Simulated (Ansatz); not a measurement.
# Calculations on Ca$_{12}$O

**1. Relaxation**

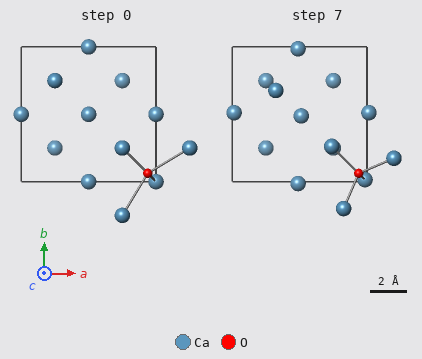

The structure of a slab of composition Ca12O (cut from the Fm-3m phase) before (left) and after (right) a constrained relaxation, at one scale.

A ball-and-stick model of the cell of the calculation, outlined in the plane, without the vacuum, seen along the c axis.

Case: O at the far end of a hop. The slab is the (1 0 0) face of Ca with O on it. 4 atoms are held fixed.

Theory: DFT PBE+D3(BJ), scalar-relativistic, plane waves, PAW (Ansatz).

Input
```yaml
crystal:
  lattice:
    - [7.6870051148, 0.0, 0.0]
    - [0.0, 7.6870051148, 0.0]
    - [0.0, 0.0, 24.4355334437]
  atoms:
    - { symbol: Ca, position: [0.25, 0.25, 0.3478540798] }
    - { symbol: Ca, position: [0.25, 0.75, 0.3478540798] }
    - { symbol: Ca, position: [0.75, 0.25, 0.3478540798] }
    - { symbol: Ca, position: [0.75, 0.75, 0.3478540798] }
    - { symbol: Ca, position: [0.5, 0.5, 0.4575497824] }
    - { symbol: Ca, position: [0.5, 0.0, 0.4575497824] }
    - { symbol: Ca, position: [0.0, 0.5, 0.4575497824] }
    - { symbol: Ca, position: [0.0, 0.0, 0.4575497824] }
    - { symbol: Ca, position: [0.75, 0.75, 0.5672782182] }
    - { symbol: Ca, position: [0.75, 0.25, 0.5672782182] }
    - { symbol: Ca, position: [0.25, 0.75, 0.5672782182] }
    - { symbol: Ca, position: [0.25, 0.25, 0.5672782182] }
    - { symbol: O, position: [0.9382631985, 1.062722916, 0.552883836] }
basis:
  ecutwfc: 420
kpoints:
  mp_grid: { grid: [4, 4, 1] }
hamiltonian:
  xc: pbe
  dispersion: d3bj
scf:
  occupations: { method: gaussian, width: 0.1 }
output:
  forces: true
  eigenvalues: true
  write_density: true
  write_potential: true
  elf: true
  volumetric_format: npy
relax:
  adjacent_minimum: "off"
  f_tol: 0.02
  max_steps: 70
  constraints: [{ sites: [0, 1, 2, 3] }]
efield:
  axis: 3
  dipole_correction: true
  ramp_width: 0.04
```

Run as
```bash
ansatz run input.yaml --threads 4 --pin off --max-ram 10240MiB --backend cpu --events-out ev --progress --plain --runs-dir out
```

> What changed between the two?

After 7 geometry steps the energy has fallen by 0.867 eV per cell of the calculation. The largest force component goes from 0.99 to 0.0069 eV/Å. The largest move is that of Ca11, 0.81 Å at 79° to the normal (+c side). Largest moves by element: Ca 0.81 Å, O 0.01 Å. The cell stays as it was. Among the contacts that change: Ca9–O13 2.828 → 2.225 Å, Ca12–O13 2.818 → 2.225 Å, Ca8–Ca12 3.818 → 3.390 Å, Ca10–O13 2.071 → 2.200 Å. Among the angles between lasting bonds that change: Ca9–O13–Ca12 148.7° → 131.4°, Ca9–O13–Ca10 102.2° → 109.6°, Ca10–O13–Ca12 102.6° → 109.6°. Cost: 85 s on 4 threads of AMD EPYC 9R45 (Zen 5), on a shared host, peak memory 2.8 GiB.

Limits of the set-up: the periodic images lie only 7.7 Å apart, so the values are limited by the cell's size.

**2. Relaxation**

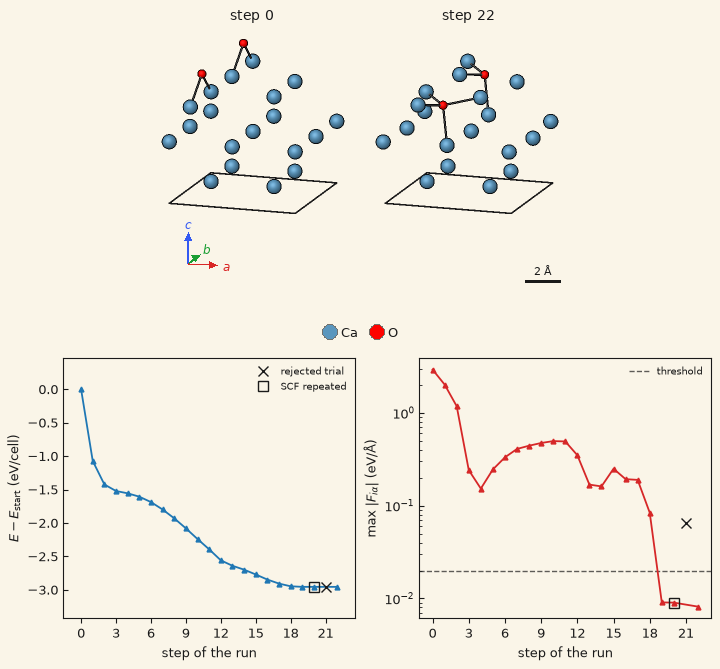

First and last geometry of a constrained relaxation of a slab of composition Ca₁₂O (cut from the Fm-3m phase), with the history of the run. The picture is a ball-and-stick view of the cell of the calculation, outlined in the plane, without the vacuum, seen slightly off an axis.

Case: O put near a bridge Ca-Ca site. The slab is the (1 0 0) face of Ca with O on it. 4 atoms are held fixed.

Theory: DFT PBE+D3(BJ), scalar-relativistic, plane waves, PAW (Ansatz 0.2.0).

Input file:
```yaml
crystal:
  lattice:
    - [7.6870051148, 0.0, 0.0]
    - [0.0, 7.6870051148, 0.0]
    - [0.0, 0.0, 24.4355334437]
  atoms:
    - { symbol: Ca, position: [0.25, 0.25, 0.3478540798] }
    - { symbol: Ca, position: [0.25, 0.75, 0.3478540798] }
    - { symbol: Ca, position: [0.75, 0.25, 0.3478540798] }
    - { symbol: Ca, position: [0.75, 0.75, 0.3478540798] }
    - { symbol: Ca, position: [0.5, 0.5, 0.4575497824] }
    - { symbol: Ca, position: [0.5, 0.0, 0.4575497824] }
    - { symbol: Ca, position: [0.0, 0.5, 0.4575497824] }
    - { symbol: Ca, position: [0.0, 0.0, 0.4575497824] }
    - { symbol: Ca, position: [0.75, 0.75, 0.5672782182] }
    - { symbol: Ca, position: [0.75, 0.25, 0.5672782182] }
    - { symbol: Ca, position: [0.25, 0.75, 0.5672782182] }
    - { symbol: Ca, position: [0.25, 0.25, 0.5672782182] }
    - { symbol: O, position: [0.2578053805, 1.0045531386, 0.6294827125] }
basis:
  ecutwfc: 420
kpoints:
  mp_grid: { grid: [4, 4, 1] }
hamiltonian:
  xc: pbe
  dispersion: d3bj
scf:
  occupations: { method: gaussian, width: 0.1 }
output:
  forces: true
  eigenvalues: true
  write_density: true
  write_potential: true
  elf: true
  volumetric_format: npy
relax:
  adjacent_minimum: "off"
  f_tol: 0.02
  max_steps: 70
  constraints: [{ sites: [0, 1, 2, 3] }]
efield:
  axis: 3
  dipole_correction: true
  ramp_width: 0.04
```

Command:
```bash
ansatz run input.yaml --threads 4 --pin off --max-ram 10240MiB --backend cpu --events-out ev --progress --plain --runs-dir out
```

Q: What do the curves and the structures tell?

A: It converged. The energy falls by 2.955 eV per cell of the calculation in 20 accepted moves (22 points after the start). Largest force component: 2.9 eV/Å at the start, 0.0082 eV/Å at the end. The line search rejected the trial step at point 21 of the run. 1 step only repeated the SCF at the same geometry. The forces were under the threshold at step 19, but the run went on from there. The largest move is that of O13, 2.37 Å at 38° to the normal (−c side). By element the largest moves are O 2.37 Å, Ca 0.81 Å. The cell stays as it was. Some distances before and after: Ca10–O13 4.493 → 2.227 Å, Ca6–O13 4.595 → 2.338 Å, Ca6–Ca10 3.818 → 3.391 Å, Ca11–O13 2.478 → 2.224 Å. New bonds form: Ca10–O13 (4.49 → 2.23 Å), Ca6–O13 (4.60 → 2.34 Å). Among the angles between lasting bonds that change: Ca11–O13–Ca12 103.3° → 109.6°. Cost: 3.8 min on 4 threads of AMD EPYC 9R45 (Zen 5), with other jobs on the host, peak memory 2.8 GiB.

Limits of the set-up: the periodic images lie only 7.7 Å apart, so the values are limited by the cell's size.

**3. Path**

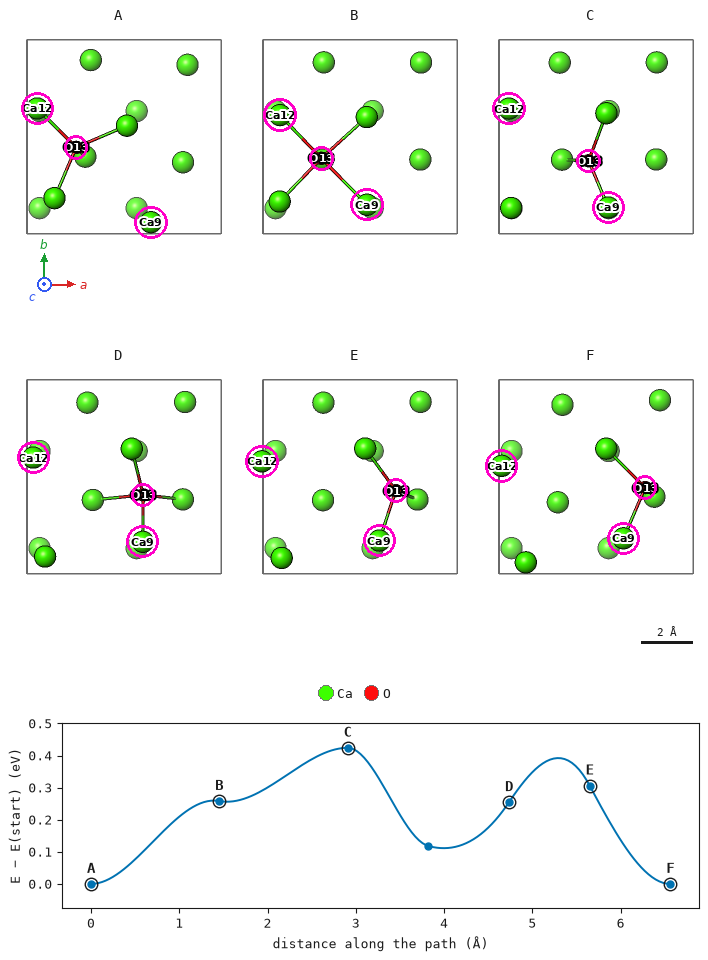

A nudged-elastic-band calculation for a slab of composition Ca12O (cut from the Fm-3m phase) (13 atoms in the cell). Images are numbered from 0 (start) to 6 (end). Frames A to F are images 0, 1, 2, 4, 5, 6. Style: ball-and-stick. Shown: the simulation cell, with the vacuum cut short (origin moved), along the c axis. The atoms that move most are ringed. Bonds to atoms that aren't drawn are left out.

Method: Ansatz 0.2.0, DFT PBE+D3(BJ), scalar-relativistic, plane waves, PAW. Set-up: plane-wave cutoff 420 eV; k-point mesh 4 × 4 × 1; Gaussian smearing 0.1 eV; 5 movable images; climbing image.

### Read off the barrier and say what moves.

The barrier is about 0.42 eV in both directions, with image 2 at the top; the ends have the same energy. The profile has 2 maxima (images 2, 5) with a dip at image 3 (+0.12 eV), so the process runs in steps. The path has more than one stage, and so few images may leave a stage unresolved. The O atom travels furthest, 3.84 Å from end to end, on a path that bends up to 0.98 Å away from the straight line. At the highest image its nearest neighbour (Ca) is 2.11 Å away, against 2.20 Å at the start, and the surrounding atoms stand up to 0.62 Å off the mean of their end positions. The band converged in 22 iterations. The largest component of the band force went from 44 to 0.019 eV/Å. The climbing image converged on the top of the path. Its curvatures weren't checked.

Limits of the set-up: the periodic images lie only 7.7 Å apart, so the values are limited by the cell's size.
